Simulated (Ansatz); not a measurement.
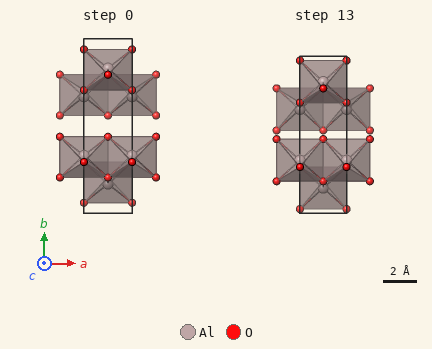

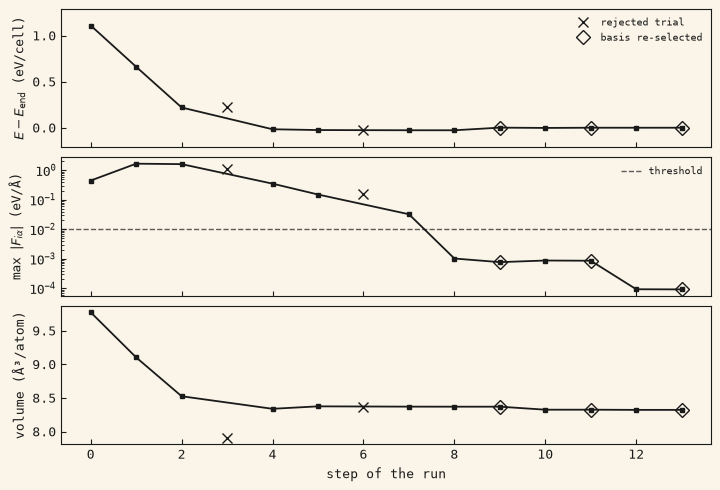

First and last geometry of a relaxation of solid AlO2 (set up in Cmcm), with the history of the run. The picture is a polyhedral view of the conventional cell (2 times the calculation's cell), seen along the c axis. Lengths and directions refer to the drawn axes.

The run lets cell and atoms move.

Computed with Kohn-Sham DFT of a periodic cell, LDA, Ansatz PAW in Ansatz 0.2.0.

Input file:
```yaml
crystal:
  lattice:
    - [1.488162, -5.402833, 0.0]
    - [1.488162, 5.402833, 0.0]
    - [0.0, 0.0, 3.646612]
  atoms:
    - { symbol: Al, position: [0.668133, 0.331867, 0.75] }
    - { symbol: Al, position: [0.331867, 0.668133, 0.25] }
    - { symbol: O, position: [0.061072, 0.938928, 0.75] }
    - { symbol: O, position: [0.938928, 0.061072, 0.25] }
    - { symbol: O, position: [0.294184, 0.705816, 0.75] }
    - { symbol: O, position: [0.705816, 0.294184, 0.25] }
hamiltonian:
  xc: lda
  pseudopotentials: { kind: paw }
kpoints:
  mp_grid: { grid: [9, 9, 7] }
scf:
  occupations: { method: fermi_dirac, width: 0.05 }
output:
  forces: true
  stress: true
  eigenvalues: true
relax:
  f_tol: 0.01
  max_steps: 40
  cell: { stress_tol: 0.05 }
```

Launched with:
```bash
ansatz run input.yaml --threads 2 --pin off --max-ram 5632MiB --backend cpu --events-out ev --progress --plain --runs-dir out
```

Question: Did the run converge, and what did it change?

Answer: It converged. The largest moves relative to the cell, 0.32 Å, are those of O atoms. Largest moves by element: O 0.32 Å, Al 0.07 Å. The volume changes by −14.8 %, with a 2.976 → 2.885 Å (−3.1 %), b 10.806 → 9.727 Å (−10.0 %), c 3.647 → 3.559 Å (−2.4 %). Near-neighbour distances that change, for instance: Al–O 2.017 → 1.944 Å, Al–O 1.885 → 1.941 Å, Al–O 1.868 → 1.828 Å. Among the angles between lasting bonds that change: O–Al–O 104.3° → 96.0°, Al–O–Al 104.3° → 96.0°, O–Al–O 175.4° → 179.9°. The space group stays Cmcm (No. 63). The energy falls by 1.110 eV per cell of the calculation in 8 accepted moves (13 points after the start). Largest force component: 0.45 eV/Å at the start, under 0.0001 eV/Å at the end. Pressure: −11.71 GPa at the start and 0.00 GPa at the end. The line search rejected the trial steps at points 3, 6 of the run. At 3 points the geometry stayed and the basis and grid were re-selected for the new cell (energy shift of 28.7 meV per cell of the calculation at most each time).

| step | E − E(0), meV/atom | largest force component, eV/Å | pressure, GPa | volume, Å³/atom | note |
| --- | --- | --- | --- | --- | --- |
| 0 | 0.00 | 0.4468 | -11.71 | 9.773 |  |
| 1 | -74.71 | 1.6659 | -5.98 | 9.103 |  |
| 2 | -148.36 | 1.6084 | -2.13 | 8.525 |  |
| 3 | -147.21 | 1.1114 | 7.95 | 7.904 | rejected |
| 4 | -187.75 | 0.3507 | 1.18 | 8.339 |  |
| 5 | -189.16 | 0.1506 | -0.69 | 8.375 |  |
| 6 | -189.19 | 0.1592 | 0.48 | 8.359 | rejected |
| 7 | -189.56 | 0.0323 | -0.07 | 8.371 |  |
| 8 | -189.58 | 0.0010 | -0.01 | 8.370 |  |
| 9 | -184.80 | 0.0008 | -1.14 | 8.370 | same geometry, new basis |
| 10 | -185.34 | 0.0009 | -0.02 | 8.325 |  |
| 11 | -184.96 | 0.0009 | -0.07 | 8.325 | same geometry, new basis |
| 12 | -184.98 | 0.0001 | 0.00 | 8.323 |  |
| 13 | -184.95 | 0.0001 | 0.00 | 8.323 | same geometry, new basis |
